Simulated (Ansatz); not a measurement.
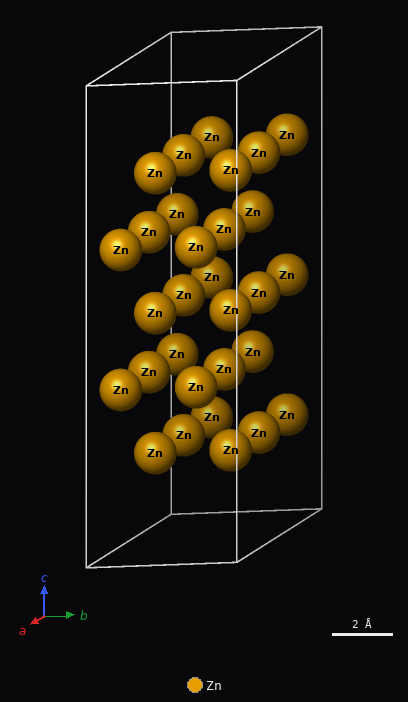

The structure as given in the input (spheres-only view of the 3 × 2 repeat of the cell, with the vacuum cut short, seen slightly off an axis).

## Zn: single-point calculation

System: Zn (slab, 5 atoms in the cell).
Method: DFT LDA, scalar-relativistic, plane waves, PAW, no spin polarisation (Ansatz 0.2.0).

The structure derives from an entry of the Crystallography Open Database.

Input file
```yaml
crystal:
  lattice:
    - [2.5514179379, 0.0, 0.0]
    - [-1.275708969, 2.2095927499, 0.0]
    - [0.0, 0.0, 24.7014780296]
  atoms:
    - { symbol: Zn, position: [0.3333333333, 0.6666666667, 0.303625556] }
    - { symbol: Zn, position: [0.6666666667, 0.3333333333, 0.401812778] }
    - { symbol: Zn, position: [0.3333333333, 0.6666666667, 0.5] }
    - { symbol: Zn, position: [0.6666666667, 0.3333333333, 0.598187222] }
    - { symbol: Zn, position: [0.3333333333, 0.6666666667, 0.696374444] }
basis:
  ecutwfc: 420
kpoints:
  mp_grid: { grid: [15, 15, 1] }
hamiltonian:
  xc: lda
scf:
  occupations: { method: gaussian, width: 0.1 }
output:
  forces: true
  stress: true
  eigenvalues: true
  write_density: true
  write_potential: true
  elf: true
  volumetric_format: npy
efield:
  axis: 3
  dipole_correction: true
```

Machine: 1 thread of Arm Neoverse V1, 24 GiB of memory available, shared host.

Command:
```bash
ansatz run input.yaml --threads 1 --pin off --max-ram 2560MiB --backend cpu --events-out ev --progress --plain --runs-dir out
```

Log
```
Engine: ansatz 0.2.0, aarch64-unknown-linux-gnu
Pseudopotentials: kind: paw
Pseudopotential: Zn, paw, valence charge 12, recommended cutoff 420 eV (normal), Zn.paw.azcp
Functional definition: SPW92
  exchange = slater_x
  correlation = pw_c
Crystal: 5 atoms, lattice volume = 139.257 Å³
Basis set: ecut = 420 eV, 2765 PW (Γ)
Bands: 36, of which v1, the nominal top of the filled ones, is band 30 counted from 1 (29 counted from 0)
Symmetry: 6 space group operations
k-points: 27 of 225 (time reversal used)
Non-local potential: Zn, projectors of the file, l = 0: 2, l = 1: 2, l = 2: 3, l = 3: 1
PAW form: soft (Blöchl's): semilocal exchange-correlation on the pseudo side does not see the compensation charge
PAW frozen core: Zn, regenerated for the run's functional, and the local potential with it (the file was generated under x = pbe(κ = 0.804, μ = 0.2195149727645171), c = pbe(β = 0.06672455060314922))
PAW one-centre angular grid: Zn, 590 points (default); XC on 64 Gauss nodes
Initial density: superposition of atomic densities (neutral atoms: chi_scale 0, normalization atom), corrected by the library's trained network
Initial wavefunctions: pseudopotential atomic-orbital guess
Functional: x = slater, c = lda
SCF iter   1: F=—  HF=-16230.917582 eV  |F-HF|=—  |Δ(HF+E_count)|=         —  Δρ=4.38e-3  dr2=2.06e-1  ethr=1.77e-3  p=0.000 e·Å  D=1.42e-13 V/Å  ΔV_dip=-0.00 eV  dr2_dipole=1.14e-7  V_vac-E_F(+/−)=4.59/4.59 eV  ⟨swp⟩=13.4  Hψ=6225  notcnv=0
efield: sawtooth ramp at fractional position 0.9500 (placed from the atoms, in the widest stretch of the axis that holds none; the zero of the levels goes with the place), width 0.1000; the density the first Hamiltonian is built on has a dipole p = 0.000 e·Å; the dipole correction subtracts the counter field D = 1.42e-13 V/Å, which shifts the + side's vacuum level by -0.00 eV against the − side's; the planar-averaged density in the ramp window peaks in size at 7.1e-5 e/Å³
preconditioner: auto → LDOS  [metal: Δε(μ)=0.160 eV  Ē_g=10.770 eV  σ=0.100 eV  W_gap=0.50  n_scr=18 (ndim 8)  ℏωp=24.4 eV  f_vac=0.472  D(μ)=0.64/eV (n_scr^D=6)  β→1.0]
SCF iter   2: F=—  HF=-16230.935023 eV  |F-HF|=—  |Δ(HF+E_count)|=   1.74e-2  Δρ=4.97e-3  dr2=2.27e-1  ethr=3.44e-4  p=-0.000 e·Å  D=-6.71e-5 V/Å  ΔV_dip=0.00 eV  dr2_dipole=6.75e-7  V_vac-E_F(+/−)=4.38/4.38 eV  ⟨swp⟩=2.5  Hψ=2109  notcnv=0  defer=39
SCF iter   3: F=—  HF=-16230.907647 eV  |F-HF|=—  |Δ(HF+E_count)|=   2.74e-2  Δρ=9.55e-4  dr2=1.82e-2  ethr=3.44e-4  p=-0.000 e·Å  D=-3.43e-5 V/Å  ΔV_dip=0.00 eV  dr2_dipole=2.15e-7  V_vac-E_F(+/−)=4.44/4.44 eV  ⟨swp⟩=2.7  Hψ=1652  notcnv=0  defer=39
SCF iter   4: F=—  HF=-16230.906132 eV  |F-HF|=—  |Δ(HF+E_count)|=   1.51e-3  Δρ=7.61e-4  dr2=7.44e-4  ethr=3.03e-5  p=-0.000 e·Å  D=-9.20e-6 V/Å  ΔV_dip=0.00 eV  dr2_dipole=1.28e-8  V_vac-E_F(+/−)=4.47/4.47 eV  ⟨swp⟩=2.6  Hψ=1791  notcnv=0  defer=38
SCF iter   5: F=—  HF=-16230.905861 eV  |F-HF|=—  |Δ(HF+E_count)|=   2.71e-4  Δρ=7.61e-5  dr2=1.39e-5  ethr=1.24e-6  p=-0.000 e·Å  D=-4.37e-6 V/Å  ΔV_dip=0.00 eV  dr2_dipole=7.73e-10  V_vac-E_F(+/−)=4.46/4.46 eV  ⟨swp⟩=2.0  Hψ=1917  notcnv=0  defer=33
SCF iter   6: F=—  HF=-16230.905867 eV  |F-HF|=—  |Δ(HF+E_count)|=   6.11e-6  Δρ=2.94e-5  dr2=1.29e-6  ethr=2.31e-8  p=-0.000 e·Å  D=-1.39e-6 V/Å  ΔV_dip=0.00 eV  dr2_dipole=5.45e-12  V_vac-E_F(+/−)=4.45/4.45 eV  ⟨swp⟩=2.6  Hψ=1791  notcnv=0  defer=33
SCF iter   7: F=—  HF=-16230.905867 eV  |F-HF|=—  |Δ(HF+E_count)|=   3.43e-8  Δρ=1.11e-5  dr2=1.43e-7  ethr=2.15e-9  p=-0.000 e·Å  D=-5.92e-7 V/Å  ΔV_dip=0.00 eV  dr2_dipole=1.08e-11  V_vac-E_F(+/−)=4.45/4.45 eV  ⟨swp⟩=2.0  Hψ=1729  notcnv=0  defer=33
SCF iter   8: F=-16230.905867 eV  HF=-16230.905867 eV  |F-HF|=1.37e-9  |Δ(HF+E_count)|=   7.19e-9  Δρ=5.35e-6  dr2=2.40e-8  ethr=1.67e-10  p=-0.000 e·Å  D=-3.86e-7 V/Å  ΔV_dip=0.00 eV  dr2_dipole=3.96e-12  V_vac-E_F(+/−)=4.45/4.45 eV  ⟨swp⟩=17.3  Hψ=9904  notcnv=0
SCF 1 converged in 8 iterations: F = -16230.905867 eV  dr2 = 2.40e-8
  greatest PAW one-centre occupation: 0.982 electrons in one spin orbital (limit 2), on the Zn atom at site 4 (counted from 0), in its partial waves of l = 2
WARN: The output density's exchange-correlation potential varies sharply where the density is thin. Do not read a vacuum level from v_tot or v_xc, or from such a field of the output density. On a cell that repeats whose density bears no net charge and no dipole along the vacuum's axis use v_es (v_loc + v_h of the components); under efield.dipole_correction with no amplitude use v_es + v_field, which holds any external_charges[].barrier, or the levels of the report's work_function block, which leave it out; under a non-zero efield.amplitude the vacuum is tilted and has no level; on a cell that repeats and bears such a dipole with no correction it is tilted too, and efield.dipole_correction with no amplitude gives each side of its ramp a level where efield: is served; in a cell that repeats whose density bears a net charge (total_charge, or a fill off its count) it is curved and has none; of a slab under crystal.periodic whose density bears no net charge use v_es, which has a level on each side, short of where the two are joined; of another it falls or rises all the way out and has none; of a slab beside external_charges read slab_vacuum_level instead, which it has where they leave it neutral. The grid or the basis barely resolves most such structure, and the values can differ between equally converged runs; as a rule a tighter scf.convergence.dr2_threshold does not remove it. Where the density itself ripples (under the LDA too) a higher basis.ecutwfc lessens it. The files hold the spikes' plane waves up to the density's cutoff. Files: v_tot_of_output_density and the like, and their columns of v_z.tsv (output.write_potential); v_xc_of_output_density and the like, and their columns of v_comp_z.tsv (output.write_potential_components). Measured: with its Gaussian average of σ = 0.25 Å subtracted twice, the exchange-correlation potential is over 0.1 eV at 234 of the grid points where the equally averaged density (valence and model cores) is under 1e-3 e/Å³, and 0.265 eV at the most among them, at an averaged density of 2.3e-5 e/Å³. The input density's (outcome.potential() and, of a run that writes arrays, v_tot and v_xc) is over 0.1 eV, so measured, at 230 points of its own thin density, 0.287 eV at the most. See output.write_potential in the manual, Limitations
SCF converged after 8 iterations
Free energy (F): -16230.905867 eV
Harris-Foulkes:  -16230.905867 eV  (|F-HF|=1.37e-9)
Internal energy: -16230.901867 eV  (E = F + TS)
E sigma→0 (E₀):  -16230.903867 eV
Entropy (-TS):   -0.004001 eV (-0.800 meV/atom)
Fermi energy:    3.681508 eV
Dipole field:    D = -0.000004 V/Å  (p = -0.000003 e·Å, saw-weighted, corrected)
Work function:   Φ+ = 4.4529 eV   Φ− = 4.4528 eV
Levels:          The Fermi level and band energies are counted from a zero that moves with the ramp; work functions are not
--- Per-component energies (eV) ---
  E_band       = -201.111156
  E_kinetic    = 661.516370
  E_local      = -70889.515845  (includes V_loc(G=0)·N_el)
  E_nonlocal   = 3062.868360
  E_hartree    = 34597.969197
  E_xc         = -683.208352
  E_vxc        = -274.369772  (∫ρ·V_xc dr)
  E_paw        = -8761.755218  (= ΣΔE_a)
  E_vpaw       = -1957.544937  (= ΣTr[D̂ρ^β])
  E_aug_tail   = -0.001919  (compensation charges beyond the density's cutoff)
  E_efield     = 0.000000  (sawtooth field / dipole correction)
  E_vefield    = 0.000000  (∫n·V_field dr)
  E_ewald      = 25773.439834
  E_core_change = 7.785707  (= ΣΔE_core)
  E_smearing   = -0.004001  (= −TS)
  E_closure    = -0.000000  (closes the sum)
  Σ components = -16230.905867   (vs F -16230.905867, Δ=0.00e0)
--- Forces (eV/Å), atoms counted from 1 ---
  atom   1  Zn     0.00000000     0.00000000     0.02223358
  atom   2  Zn    -0.00000000    -0.00000000     0.05927852
  atom   3  Zn     0.00000000     0.00000000    -0.00000022
  atom   4  Zn     0.00000000    -0.00000000    -0.05927834
  atom   5  Zn     0.00000000     0.00000000    -0.02223325
  max |Σ_I F_I| component: 2.92e-7 eV/Å
--- Stress (GPa, compression-positive) ---
       -1.091623      -0.000000       0.000000
       -0.000000      -1.091623      -0.000000
        0.000000      -0.000000      -0.579929
  P = ⅓ Tr σ = -0.9211 GPa (-9.211 kbar)
--- Band table (eV; the first three rows and the last of 27) ---
  k-point 0: bands = ["-7.2248", "-6.5534", "-5.8167", "-5.3174", "-5.2999", "-4.4785", "-4.2880", "-4.2467", "-4.2467", "-4.1217", "-4.1217", "-4.1083", "-4.1083", "-3.9143", "-3.8618", "-3.8618", "-3.8611", "-3.8611", "-3.6714", "-3.6714", "-3.5234", "-3.5234", "-3.4863", "-3.4863", "-3.2577", "-3.2577", "-3.2576", "-3.2576", "-2.8315", "-0.8828", "0.7404", "3.4825", "5.9780", "7.5105", "8.3897", "8.6251"]
  k-point 1: bands = ["-7.0812", "-6.4144", "-5.6962", "-5.2241", "-5.2197", "-4.4624", "-4.2843", "-4.2692", "-4.2090", "-4.1449", "-4.1286", "-4.0848", "-4.0706", "-3.9704", "-3.8850", "-3.8777", "-3.8257", "-3.8244", "-3.7062", "-3.6817", "-3.6087", "-3.5307", "-3.4892", "-3.4768", "-3.3043", "-3.2869", "-3.2627", "-3.2624", "-2.6508", "-0.7754", "0.9420", "3.6251", "6.1099", "7.6453", "8.5286", "8.7595"]
  k-point 2: bands = ["-6.6604", "-6.0137", "-5.3700", "-5.0040", "-4.9791", "-4.4275", "-4.3222", "-4.2842", "-4.1979", "-4.1713", "-4.1012", "-4.0735", "-3.9805", "-3.9627", "-3.9589", "-3.9203", "-3.8857", "-3.7409", "-3.7223", "-3.6937", "-3.6909", "-3.5483", "-3.4973", "-3.4805", "-3.4026", "-3.2767", "-3.2758", "-3.2318", "-2.2635", "-0.4618", "1.5137", "4.0520", "6.5046", "8.0489", "8.9439", "9.1620"]
  k-point 26: bands = ["-4.5530", "-4.4592", "-4.4439", "-4.4002", "-4.3943", "-4.2721", "-4.2590", "-4.2518", "-4.2403", "-4.1433", "-4.0547", "-4.0312", "-3.9891", "-3.8858", "-3.8137", "-3.8130", "-3.8101", "-3.8100", "-3.6826", "-3.6439", "-3.5778", "-3.4799", "-3.4332", "-3.3560", "-3.3487", "4.2721", "4.2874", "4.3273", "4.6842", "5.0790", "5.1444", "5.4679", "6.0948", "6.7918", "7.3546", "7.6364"]
```

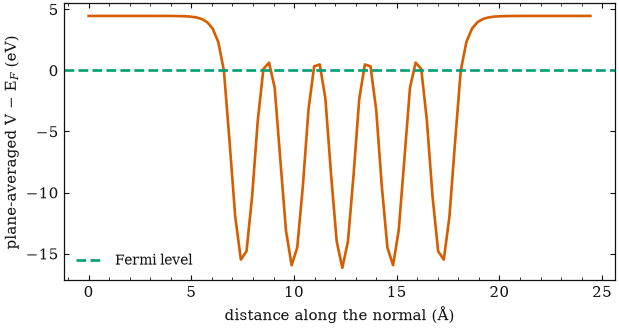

Plane average of the electrostatic potential energy of an electron across the cell, from the Fermi level. The vacuum level lies 4.45 eV above the Fermi level.

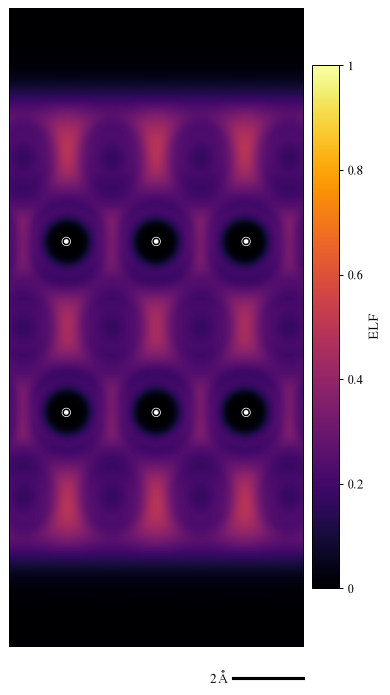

Electron localisation function on the (100) plane of the calculation cell, a cut from vacuum to vacuum. Circles mark the nuclei in the plane (Zn). Atoms in the plane: Zn. Zn–Zn (2.55 Å): the ELF is about 0.35 at the midpoint; no shared electron pair. The fields are those of the smooth PAW valence density.

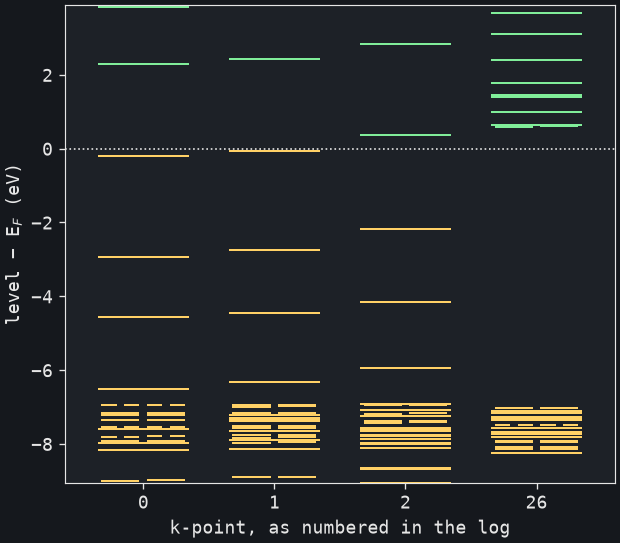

Kohn–Sham levels near the Fermi level (dotted) at the few k-points that the log prints; levels within 0.02 eV of each other stand side by side. The system is metallic on the full mesh.

Results in brief

| quantity | value |
| --- | --- |
| outcome | converged |
| electrons treated | 60 |
| free energy | −16230.9059 eV |
| work function, top face | 4.45 eV |
| work function, bottom face | 4.45 eV |
| Fermi energy | 3.682 eV |
| gap on the k-point mesh | none (metallic) |
| work function (upper face) | 4.45 eV |
| largest force (length of the vector) | 0.059 eV/Å |
| wall time | 23 s |
| peak memory | 0.37 GiB |

Notes

Warnings of the run: the exchange-correlation potential is rough where the density is thin.
